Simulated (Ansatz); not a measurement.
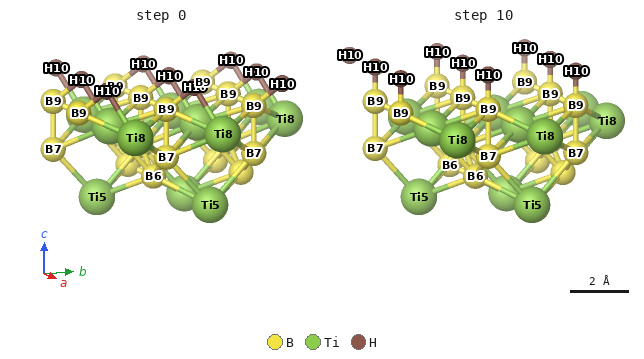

The structure of a slab of composition Ti$_{3}$B$_{6}$H (cut from the P6/mmm phase) before (left) and after (right) a constrained relaxation, at one scale.

A ball-and-stick model of the atoms within 5.0 Å of the atom that moves most (axes of the 3 × 2 repeat of the cell, outlined in the plane, without the vacuum), seen slightly off an axis.

Case: H put at a bridge Ti-B site. The slab is the (1 0 0) face of TiB2 with H on it. 4 atoms are held fixed.

Method: DFT PBEsol, scalar-relativistic, plane waves, PAW in Ansatz. (plane-wave cutoff 420 eV; k-point mesh 10 × 9 × 1; occupations gaussian; smearing width 0.1 eV; no spin polarisation; dipole correction; atoms relaxed in a fixed cell; force threshold 0.03 eV/Å; at most 70 steps)

Describe what moved and what it gained.

Over 8 accepted moves (10 points after the start) the energy falls by 0.536 eV per cell of the calculation. Largest force component: 1.3 eV/Å at the start, 0.001 eV/Å at the end. 2 steps only repeated the SCF at the same geometry. The largest move is that of H10, 1.16 Å at 72° to the normal (+c side). By element the largest moves are H 1.16 Å, Ti 0.08 Å, B 0.03 Å. The cell doesn't change. Among the contacts that change: Ti8–H10 1.918 → 2.980 Å, B9–H10 1.382 → 1.204 Å, Ti5–Ti8 3.083 → 3.014 Å, B6–Ti8 2.415 → 2.363 Å. Bonds break: Ti8–H10 (1.92 → 2.98 Å). Among the angles between lasting bonds that change: Ti8–B9–H10 55.9° → 110.4°, B7–B9–H10 127.4° → 180.0°, Ti8–B9–H10 161.0° → 110.3°.

Limits of the set-up: the periodic images lie only 3.0 Å apart, so the values are limited by the cell's size.
